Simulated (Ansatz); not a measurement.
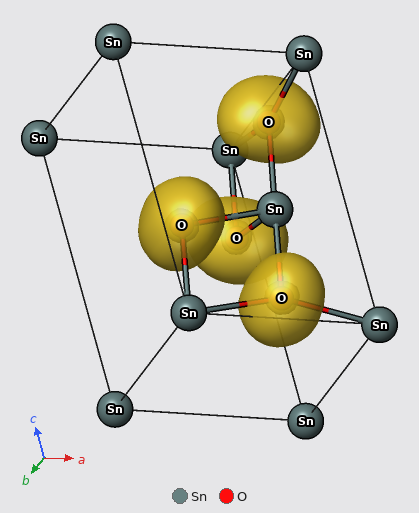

The picture shows: SnO₂. Isosurface of the ELF at 0.65 (yellow), seen at an oblique angle. Only the valence region is drawn (cores and ρ < 0.01 e/Å³ removed). Sticks mark near contacts.

Space group P1; a structure from a database of computed crystals, not necessarily the ambient phase; not relaxed (largest force 1.0 eV/Å); computed pressure about 2 GPa in this cell.

Theory: DFT LDA, scalar-relativistic, plane waves, PAW in Ansatz.

Core electrons are frozen (PAW), and the valence fields are smoothed inside the atomic spheres.

The calculation's input:

```
crystal:
  lattice:
    - [-1.8879476929, 1.7933568809, 4.8378771279]
    - [2.1301784542, -2.2108764829, 5.0953025905]
    - [1.8972124113, 2.2201412014, -5.0007874992]
  atoms:
    - { symbol: Sn, position: [0.7539018047, 0.2464586496, 0.4992710419] }
    - { symbol: Sn, position: [-0.0017576352, -0.0020495628, -0.0024083762] }
    - { symbol: O, position: [0.7973177929, 0.7972748498, 0.0004709376] }
    - { symbol: O, position: [0.9518441784, 0.4524307271, 0.4976890145] }
    - { symbol: O, position: [0.199838217, 0.2034835429, -0.0002198245] }
    - { symbol: O, position: [0.5488556422, 0.0524017933, 0.5051972067] }
basis:
  ecutwfc: 420
kpoints:
  mp_grid: { grid: [8, 8, 8] }
hamiltonian:
  xc: lda
scf:
  occupations: { method: gaussian, width: 0.05 }
output:
  forces: true
  stress: true
  eigenvalues: true
  write_density: true
  write_potential: true
  elf: true
  volumetric_format: npy
```

Command:

```sh
ansatz run input.yaml --threads 2 --pin off --max-ram 5120MiB --backend cpu --events-out ev --progress --plain --runs-dir out
```

Below, planes, directions and counts refer to the conventional cell (a = 4.02 Å, b = 4.03 Å, c = 5.49 Å, α = 108.79°, β = 106.84°, γ = 90.21°).

Question: Describe the localisation domains.

Answer: The surface consists of four regions wrapped around O (the valence shell of each), counted in one cell of 6 atoms. Any copies at cell faces, edges or corners count once.

Values along the shortest contacts:
Sn–O (2.01 Å): the ELF peaks at about 0.80 in the valence shell of O, 0.6 Å from its nucleus, and is about 0.25 at the midpoint: no shared electron pair shows on this line. Sn–O (2.08 Å): the ELF peaks at about 0.80 in the valence shell of O, 0.6 Å from its nucleus, and is about 0.25 at the midpoint (no localised pair shows between them).

Question: Metal or insulator at this level of theory?

Answer: It is gapped, with a Kohn–Sham gap of 1.7 eV on the k-point mesh, an upper bound to the gap of this method.
